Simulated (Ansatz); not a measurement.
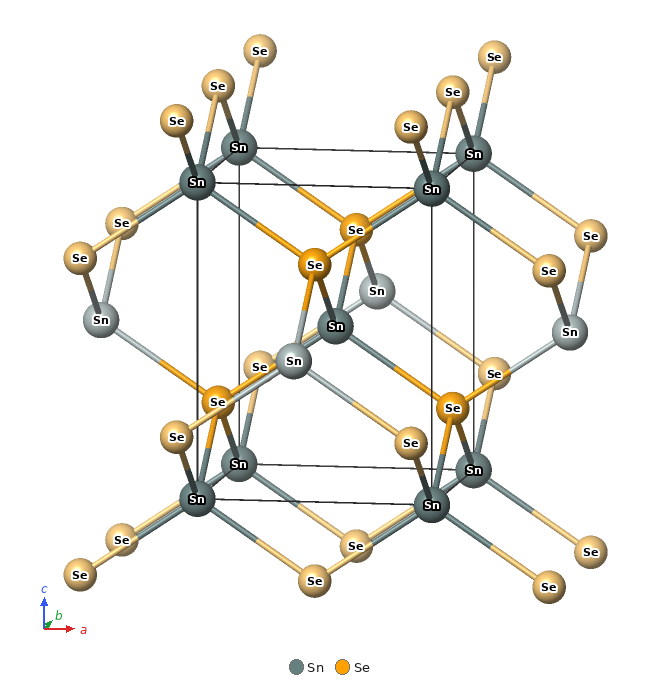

A ball-and-stick rendering, viewed slightly off an axis. One conventional unit cell is framed, with atoms on its boundary repeated. The bonded neighbours beyond the faces are included, in fainter colours.

SnSe, space group I-4m2 (No. 119), a = 5.007 Å, b = 5.007 Å, c = 6.728 Å, α = 90.00°, β = 90.00°, γ = 90.00°. The cell started as a structure type filled with these elements by a generator (whether the compound takes this form wasn't checked). The cell was then strained or its atoms displaced on purpose. It went into a calculation with Ansatz.

This one geometry was computed with Ansatz (DFT, plane waves, PAW) at three levels of theory: HSE06, PBE and r2SCAN. It was relaxed with r2SCAN and then strained.

How does the band gap change with the level of theory?

Answer. PBE: a gap of 0.27 eV, indirect; r2SCAN: a gap of 0.35 eV, indirect; HSE06: a gap of 0.49 eV, indirect.

Collect the results in a table.

Answer.
| level | cutoff (eV) | k-mesh of the run's cell | gap (eV) | pressure (GPa) |
| --- | --- | --- | --- | --- |
| HSE06 | 420 | 4×4×4 | 0.49 | -2.8 |
| PBE | 420 | 6×6×6 | 0.27 | -2.1 |
| r2SCAN | 500 | 6×6×6 | 0.35 | -2.9 |

Gaps are taken on the k-mesh or band path of each run.
